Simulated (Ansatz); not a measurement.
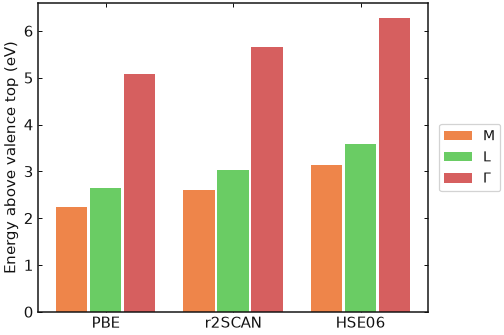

Lowest conduction level at each named k point, counted from the valence-band top at Γ, by several methods on one cell of SiC, space group P6_3mc, 8 atoms in the cell, relaxed with r2SCAN; a = 3.078 Å, c = 10.077 Å (hexagonal axes). All runs are without spin-orbit coupling and carry no moments. The cell is at 4 GPa in PBE.

| method | program | M (eV) | L (eV) | Γ (eV) |
| --- | --- | --- | --- | --- |
| PBE | Ansatz | 2.23 | 2.64 | 5.09 |
| r2SCAN | Ansatz | 2.60 | 3.04 | 5.65 |
| HSE06 | Ansatz | 3.14 | 3.58 | 6.28 |

### One method is left out: PBE0. Predict its row. It was run as: PBE0, Ansatz PAW set, 6×6×2 k mesh, 420 eV cutoff, fixed occupations (Ansatz 0.2.0).

PBE0 keeps the long-range exact exchange that HSE06 screens off, so it lies above HSE06, here by 0.73 eV at M. PBE0 gives 3.87 eV at M, 4.31 eV at L and 7.02 eV at Γ, which is +1.64 eV from PBE at M.

### Does PBE0 shift these levels rigidly from PBE?

The shifts are +1.64 eV at M, +1.67 eV at L and +1.93 eV at Γ, and at points that aren't plotted +1.94 eV (A), +1.74 eV (K) and +1.70 eV (H): over the named points that both runs hold, a spread of 0.30 eV on a mean of 1.77 eV, so one shift describes them only roughly.

### How do the methods rank at M?

From low to high: PBE 2.23, r2SCAN 2.60, HSE06 3.14, PBE0 3.87 eV.

Settings. PBE: Ansatz PAW set, 12×12×4 k mesh, 420 eV cutoff, Fermi-Dirac smearing of 0.02 eV (Ansatz 0.2.0). r2SCAN: Ansatz PAW set, 12×12×4 k mesh, 500 eV cutoff, fixed occupations (Ansatz 0.2.0). HSE06: Ansatz PAW set, 6×6×2 k mesh, 420 eV cutoff, fixed occupations (Ansatz 0.2.0).

r2SCAN, HSE06 and PBE0: the PAW data sets were made with another functional. LDA, GGA and most meta-GGA functionals understate gaps.
